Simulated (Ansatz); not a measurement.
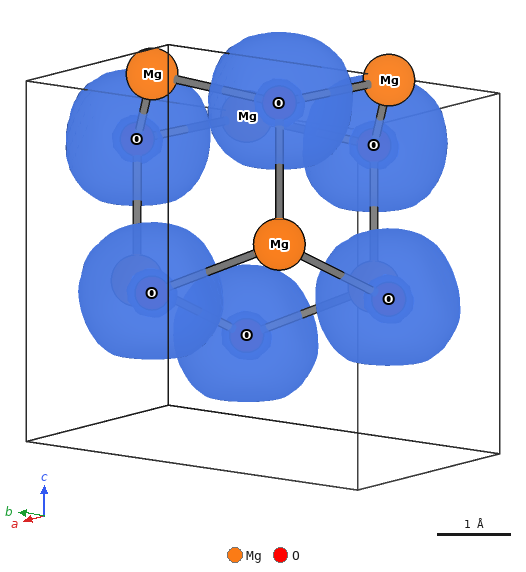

Figure 1: MgO. Isosurface of the ELF at 0.65 (blue), seen at an oblique angle. Only the valence region is drawn (cores and ρ < 0.01 e/Å³ removed). Sticks mark near contacts.

Space group Cmc2₁; started from the wurtzite prototype, which need not be the ambient phase; changed on purpose from its base cell (uniaxial x strain -2.0%); computed pressure about 7 GPa in this cell.

Computed with DFT, PBE, plane waves, PAW in Ansatz 0.2.0.

In a PAW calculation such maps are meaningful between the atoms, not at the nuclei.

```xyz
8
Lattice="3.2225 0.0000 0.0000 0.0000 5.6954 0.0000 0.0000 0.0000 5.0344" Properties=species:S:1:pos:R:3 pbc="T T T"
Mg    0.0000    1.9060    4.9909
Mg    1.6112    4.7536    4.9909
Mg    1.6112    0.9417    2.4737
Mg    0.0000    3.7894    2.4737
O     0.0000    1.9079    1.9314
O     1.6112    4.7556    1.9314
O     1.6112    0.9397    4.4486
O     0.0000    3.7874    4.4486
```

**What do the ELF domains correspond to?**

The surface consists of four regions wrapped around O (the valence shell of each), counted in one cell of 8 atoms. Regions shared between cells count once.

Values along the shortest contacts:
Mg–O (1.96 Å): the ELF peaks at about 0.85 in the valence shell of O, 0.7 Å from its nucleus, and is about 0.35 at the midpoint: a closed-shell, largely ionic contact.
